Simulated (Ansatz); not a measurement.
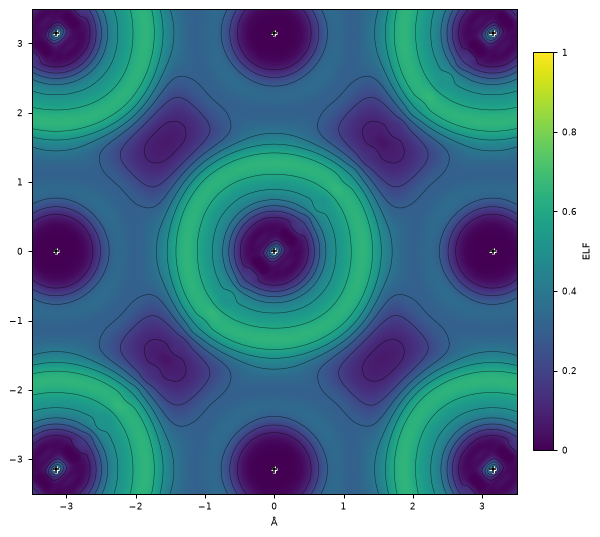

The ELF on a plane through atoms (crosses mark nuclei in the plane).

Method: Kohn-Sham DFT of a periodic cell, HSE06, Ansatz PAW in Ansatz 0.2.0.

Candidates:
A. SnTe, a = 6.30 Å, b = 6.30 Å, c = 6.30 Å, α = 90.00°, β = 90.00°, γ = 90.00°. Space group Fm-3m.
B. Al, a = 3.24 Å, b = 3.24 Å, c = 3.24 Å, α = 90.00°, β = 90.00°, γ = 90.00°. Space group Im-3m; a structure from a database of computed crystals, not necessarily the ambient phase.
C. As, a = 2.70 Å, b = 2.70 Å, c = 2.70 Å, α = 90.00°, β = 90.00°, γ = 90.00°. Space group Pm-3m; a structure from a database of computed crystals, not necessarily the ambient phase.

Q: Which candidate gave the map?

A: Candidate A: SnTe on the (010) plane of the conventional cell, which holds Te and Sn. Sn–Te (3.15 Å): the ELF peaks at about 0.65 in the valence shell of Te, 1.3 Å from its nucleus, and drops to about 0.30 between the two atoms.
